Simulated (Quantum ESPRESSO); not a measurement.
**GaP (F-43m): zone-centre phonons**

Which modes does GaP (F-43m) have at the zone centre?

Main program and level: Quantum ESPRESSO 7.5; DFT LDA, scalar-relativistic, plane waves, PseudoDojo norm-conserving pseudopotentials.

**Measured values to reproduce.**

For GaP, zinc blende (literature value (Ref. 21), 300 K), “Temperature dependence of the optical phonon reflection band in GaP” (2021, arxiv:2105.06662) quotes earlier work: Raman mode (TO at Gamma) 367.3 cm⁻¹; infrared mode (TO at Gamma) 366.3 ± 0.3 cm⁻¹.

### 1. The structure

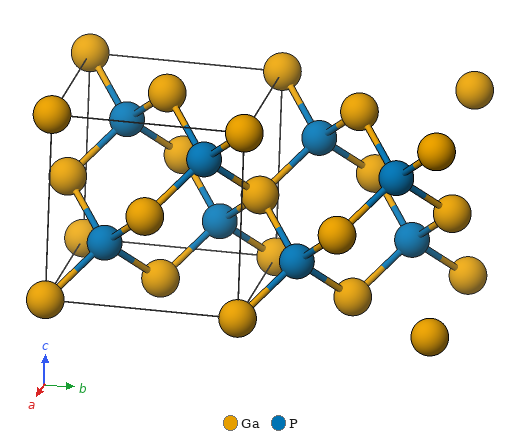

Start, viewed slightly off an axis; gallium orange, phosphorus blue. 1×2×1 cells are drawn. This picture shows the conventional cell, with its axes. Bonds to atoms that aren't drawn are left out. Some periodic images of atoms are drawn too.

### 2. A probe with smearing

Before anything dear is run, a loose run with smearing shows whether this is a metal and how far the cell is from rest.

Input file probe.in:

```
&CONTROL
  calculation = 'scf'
  prefix      = 'x'
  outdir      = './tmp'
  pseudo_dir  = './pseudo'
  tprnfor     = .true.
  tstress     = .true.
  verbosity   = 'high'
/
&SYSTEM
  ibrav       = 2
  celldm(1)   = 10.29995224
  nat         = 2
  ntyp        = 2
  ecutwfc     = 88.0
  occupations = 'smearing'
  smearing    = 'gaussian'
  degauss     = 0.01
/
&ELECTRONS
  conv_thr         = 1.0d-07
  mixing_beta      = 0.7
  electron_maxstep = 100
/
ATOMIC_SPECIES
 Ga     69.7230  Ga.upf
 P      30.9738  P.upf
ATOMIC_POSITIONS crystal
 Ga     0.000000000   0.000000000   0.000000000
 P      0.250000000   0.250000000   0.250000000
K_POINTS automatic
 6 6 6 0 0 0
```

Launch:

```bash
OMP_NUM_THREADS=1 mpirun -n 4 pw.x -nk 4 -in probe.in > probe.out
```

What it wrote:

```text
[banners, grids, parts of the stress and lines that vanish by symmetry left out]
Program PWSCF v.7.5
     bravais-lattice index     =            2
     lattice parameter (alat)  =      10.3000  a.u.
[...]
kinetic-energy cutoff     =      88.0000  Ry
     charge density cutoff     =     352.0000  Ry
     scf convergence threshold =      1.0E-07
[...]
Exchange-correlation= SLA  PW   NOGX NOGC
                           (   1   4   0   0   0   0   0)
[...]
24 Sym. Ops. (no inversion) found
[...]
(     0          1          0      )
                  (     0          0          1      )
[...]
(  0.0000000  1.0000000  0.0000000 )
                  (  0.0000000  0.0000000  1.0000000 )
[...]
(     1          0         -1      )
                  (     0          0         -1      )
[...]
(  0.0000000  1.0000000  0.0000000 )
[...]
(    -1          0          1      )
                  (    -1          0          0      )
[...]
(  0.0000000  0.0000000  1.0000000 )
                  (  0.0000000 -1.0000000  0.0000000 )
[...]
number of k points=    16  Gaussian smearing, width (Ry)=  0.0100
[...]
End of self-consistent calculation
[...]
the Fermi energy is     8.2342 ev
!    total energy              =    -166.69661172 Ry
[...]
convergence has been achieved in   6 iterations
[...]
atom    1 type  1   force =     0.00000000    0.00000000    0.00000000
     atom    2 type  2   force =     0.00000000    0.00000000    0.00000000
[...]
Total force =     0.000000     Total SCF correction =     0.000000
[...]
total   stress  (Ry/bohr**3)                   (kbar)     P=      -28.89
[...]
XML data file, charge density, pseudopotentials, collected wavefunctions

   JOB DONE.
```

The job ended after 3 s (4 MPI ranks of AMD EPYC 9R14 (Zen 4), shared host; 11 s of CPU time).

Read from the output:

```
volume per atom   : 20.24 Å³
pressure          : -2.889 GPa
gap on the k-mesh : 1.498 eV
```

A gap of 1.5 eV opens on this mesh, so the crystal is taken as an insulator; the start stands at -2.9 GPa.

### 3. Relaxation

The relaxation runs at a cutoff a fifth above that of the response, since stress converges more slowly with the basis than frequencies do. Forces and stress are brought to rest with tight thresholds.

Input file relax.in:

```
&CONTROL
  calculation   = 'vc-relax'
  prefix        = 'x'
  outdir        = './tmp'
  pseudo_dir    = './pseudo'
  tprnfor       = .true.
  tstress       = .true.
  forc_conv_thr = 2.0d-05
  etot_conv_thr = 1.0d-07
  nstep         = 40
/
&SYSTEM
  ibrav       = 2
  celldm(1)   = 10.29995224
  nat         = 2
  ntyp        = 2
  ecutwfc     = 106
  occupations = 'fixed'
  nbnd        = 11
/
&ELECTRONS
  conv_thr         = 1.0d-11
  mixing_beta      = 0.7
  electron_maxstep = 100
/
&IONS
/
&CELL
  press_conv_thr = 0.2
/
ATOMIC_SPECIES
 Ga     69.7230  Ga.upf
 P      30.9738  P.upf
ATOMIC_POSITIONS crystal
 Ga     0.000000000   0.000000000   0.000000000
 P      0.250000000   0.250000000   0.250000000
K_POINTS automatic
 8 8 8 0 0 0
```

Launch:

```bash
OMP_NUM_THREADS=1 mpirun -n 4 pw.x -nk 4 -in relax.in > relax.out
```

What it wrote:

```text
[banners, grids, parts of the stress and lines that vanish by symmetry left out]
[banner, memory and clock lines left out]
Program PWSCF v.7.5

[...]
kinetic-energy cutoff     =     106.0000  Ry
     charge density cutoff     =     424.0000  Ry
     scf convergence threshold =      1.0E-11
[...]
energy convergence thresh.=      1.0E-07
     force convergence thresh. =      2.0E-05
     press convergence thresh. =      2.0E-01
     Exchange-correlation= SLA  PW   NOGX NOGC
                           (   1   4   0   0   0   0   0)
[...]
24 Sym. Ops. (no inversion) found
[...]
number of k points=    29
[...]
End of self-consistent calculation
[...]
highest occupied, lowest unoccupied level (ev):     7.3597    8.8594
!    total energy              =    -166.69776869 Ry
[...]
convergence has been achieved in  10 iterations
[...]
atom    1 type  1   force =     0.00000000    0.00000000    0.00000000
     atom    2 type  2   force =     0.00000000    0.00000000   -0.00000000
     Total force =     0.000000     Total SCF correction =     0.000000
[...]
total   stress  (Ry/bohr**3)                   (kbar)     P=      -29.15
[...]
number of bfgs steps    =   0
[...]
CELL_PARAMETERS (alat= 10.29995224)
[...]
ATOMIC_POSITIONS (crystal)
Ga               0.0000000000        0.0000000000       -0.0000000000
P                0.2500000000        0.2500000000        0.2500000000
[...]
New effective cutoffs (rho, wfc):  428.08  107.04
[...]
End of self-consistent calculation
[...]
highest occupied, lowest unoccupied level (ev):     7.5563    9.0339
!    total energy              =    -166.69840898 Ry
[...]
convergence has been achieved in   7 iterations
[...]
atom    1 type  1   force =     0.00000000    0.00000000   -0.00000000
     atom    2 type  2   force =    -0.00000000    0.00000000   -0.00000000
     Total force =     0.000000     Total SCF correction =     0.000000
[...]
total   stress  (Ry/bohr**3)                   (kbar)     P=      -17.31
[...]
number of bfgs steps    =   1
[...]
CELL_PARAMETERS (alat= 10.29995224)
[...]
ATOMIC_POSITIONS (crystal)
Ga              -0.0000000000        0.0000000000        0.0000000000
P                0.2500000000        0.2500000000        0.2500000000
[...]
New effective cutoffs (rho, wfc):  434.23  108.58
[...]
End of self-consistent calculation
[...]
highest occupied, lowest unoccupied level (ev):     7.8439    9.2789
!    total energy              =    -166.69872862 Ry
[...]
convergence has been achieved in   9 iterations
[...]
atom    1 type  1   force =     0.00000000   -0.00000000    0.00000000
     atom    2 type  2   force =     0.00000000   -0.00000000    0.00000000
     Total force =     0.000000     Total SCF correction =     0.000000
[...]
total   stress  (Ry/bohr**3)                   (kbar)     P=        1.16
[...]
number of bfgs steps    =   2
[...]
CELL_PARAMETERS (alat= 10.29995224)
[...]
ATOMIC_POSITIONS (crystal)
[...]
New effective cutoffs (rho, wfc):  433.84  108.48
[...]
End of self-consistent calculation
[...]
highest occupied, lowest unoccupied level (ev):     7.8259    9.2636
!    total energy              =    -166.69872995 Ry
[...]
convergence has been achieved in   7 iterations
[...]
atom    1 type  1   force =     0.00000000    0.00000000    0.00000000
     atom    2 type  2   force =    -0.00000000    0.00000000   -0.00000000
     Total force =     0.000000     Total SCF correction =     0.000000
[...]
total   stress  (Ry/bohr**3)                   (kbar)     P=       -0.04
[...]
number of bfgs steps    =   3
[...]
small trust_radius: resetting bfgs history
[...]
CELL_PARAMETERS (alat= 10.29995224)
[...]
ATOMIC_POSITIONS (crystal)
[...]
New effective cutoffs (rho, wfc):  433.85  108.49
[...]
End of self-consistent calculation
[...]
highest occupied, lowest unoccupied level (ev):     7.8262    9.2638
!    total energy              =    -166.69872995 Ry
[...]
convergence has been achieved in   4 iterations
[...]
atom    1 type  1   force =    -0.00000000   -0.00000000    0.00000000
     atom    2 type  2   force =     0.00000000    0.00000000    0.00000000
     Total force =     0.000000     Total SCF correction =     0.000000
[...]
total   stress  (Ry/bohr**3)                   (kbar)     P=       -0.02
[...]
bfgs converged in   5 scf cycles and   4 bfgs steps
[...]
End of BFGS Geometry Optimization
     Final enthalpy           =    -166.6987299484 Ry
     File ./tmp/x.bfgs deleted, as requested
[...]
CELL_PARAMETERS (alat= 10.29995224)
[...]
ATOMIC_POSITIONS (crystal)
Ga              -0.0000000000        0.0000000000       -0.0000000000
P                0.2500000000        0.2500000000        0.2500000000
[...]
Final scf calculation at the relaxed structure.
[...]
kinetic-energy cutoff     =     106.0000  Ry
     charge density cutoff     =     424.0000  Ry
     scf convergence threshold =      1.0E-13
[...]
press convergence thresh. =      2.0E-01
     Exchange-correlation= SLA  PW   NOGX NOGC
                           (   1   4   0   0   0   0   0)
[...]
24 Sym. Ops. (no inversion) found
[...]
number of k points=    29
[...]
End of self-consistent calculation
[...]
highest occupied, lowest unoccupied level (ev):     7.8262    9.2638
!    total energy              =    -166.69872460 Ry
[...]
convergence has been achieved in  12 iterations
[...]
atom    1 type  1   force =     0.00000000    0.00000000    0.00000000
     atom    2 type  2   force =    -0.00000000   -0.00000000   -0.00000000
     Total force =     0.000000     Total SCF correction =     0.000000
[...]
total   stress  (Ry/bohr**3)                   (kbar)     P=       -0.00
[...]
XML data file, charge density, pseudopotentials, collected wavefunctions
```

Run time: 27 s. Hardware: 4 MPI ranks; 1.8 min of CPU time.

Relaxation path:

| step | energy less that of the first step (eV) | largest force (eV/Å) | pressure (GPa) | volume (Å³) |
| --- | --- | --- | --- | --- |
| 1 | 0.0000 | 0.0000 | -2.92 | 40.48 |
| 2 | -0.0087 | 0.0000 | -1.73 | 39.88 |
| 3 | -0.0131 | 0.0000 | 0.12 | 39.04 |
| 4 | -0.0131 | 0.0000 | 0.00 | 39.09 |
| 5 | -0.0131 | 0.0000 | 0.00 | 39.09 |
| 6 | -0.0130 | 0.0000 | 0.00 | 39.09 |

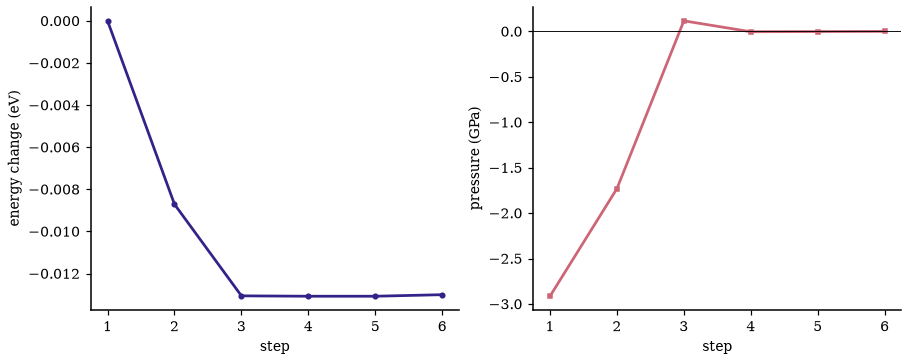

Energy and pressure along the relaxation.

| conventional cell, symmetrised | before | after | change |
| --- | --- | --- | --- |
| a (Å) | 5.451 | 5.387 | -1.2 % |
| b (Å) | 5.451 | 5.387 | -1.2 % |
| c (Å) | 5.451 | 5.387 | -1.2 % |
| volume (Å³/atom) | 20.24 | 19.54 | -3.4 % |

The relaxed structure:

```
Ga P
1.0
    -2.69366    0.00000    2.69366
     0.00000    2.69366    2.69366
    -2.69366    2.69366    0.00000
Ga P
1 1
Direct
  0.00000 0.00000 0.00000
  0.25000 0.25000 0.25000
```

The last row of the table of steps is pw.x's closing run on a basis chosen anew for the final cell, so its energy can jump.

This step gave:

* volume per atom: 19.54 Å³
* pressure: 0 GPa
* gap on the k-mesh: 1.438 eV

The volume changes by -3.4 % from the cell with which this run began.

### 4. Ground state

The response is built on this ground state, so it is converged far tighter than an energy would need. With a gap, occupations are fixed, which also allows the response to an electric field.

Input file scf.in:

```
&CONTROL
  calculation = 'scf'
  prefix      = 'x'
  outdir      = './tmp'
  pseudo_dir  = './pseudo'
  tprnfor     = .true.
  tstress     = .true.
/
&SYSTEM
  ibrav       = 2
  celldm(1)   = 10.18056102
  nat         = 2
  ntyp        = 2
  ecutwfc     = 88.0
  occupations = 'fixed'
  nbnd        = 11
/
&ELECTRONS
  conv_thr         = 1.0d-12
  mixing_beta      = 0.7
  electron_maxstep = 100
/
ATOMIC_SPECIES
 Ga     69.7230  Ga.upf
 P      30.9738  P.upf
ATOMIC_POSITIONS crystal
 Ga     0.000000000   0.000000000   0.000000000
 P      0.250000000   0.250000000   0.250000000
K_POINTS automatic
 8 8 8 0 0 0
```

Launch:

```bash
OMP_NUM_THREADS=1 mpirun -n 4 pw.x -nk 4 -in scf.in > scf.out
```

What it wrote:

```text
[banners, grids, parts of the stress and lines that vanish by symmetry left out]
[banner, memory and clock lines left out]
Program PWSCF v.7.5

[...]
kinetic-energy cutoff     =      88.0000  Ry
     charge density cutoff     =     352.0000  Ry
     scf convergence threshold =      1.0E-12
[...]
Exchange-correlation= SLA  PW   NOGX NOGC
                           (   1   4   0   0   0   0   0)
[...]
24 Sym. Ops. (no inversion) found
[...]
number of k points=    29
[...]
End of self-consistent calculation
[...]
highest occupied, lowest unoccupied level (ev):     7.8262    9.2638
!    total energy              =    -166.69869906 Ry
[...]
convergence has been achieved in  11 iterations
[...]
atom    1 type  1   force =     0.00000000    0.00000000    0.00000000
     atom    2 type  2   force =     0.00000000    0.00000000    0.00000000
     Total force =     0.000000     Total SCF correction =     0.000000
[...]
total   stress  (Ry/bohr**3)                   (kbar)     P=        0.01
[...]
XML data file, charge density, pseudopotentials, collected wavefunctions
```

Run time: 5.8 s. Hardware: 4 MPI ranks; 22 s of CPU time.

Read from the output:

```yaml
pressure: 0.001 GPa
```

The cell stands at 0.001 GPa, close enough for phonons.

[end of part 1 of 4]

[Host names and launcher messages were left out of these logs when they were recorded.]

[Logs are printed without paths, hosts, clocks, repeated set-up lines and the standing remarks that a program may print on its own settings, such as how far it seeks lower states.]

[Hosts, paths, dates, database ids (printed as entryN), source tags and the programs' standing remarks are cut or masked in the printed files.]
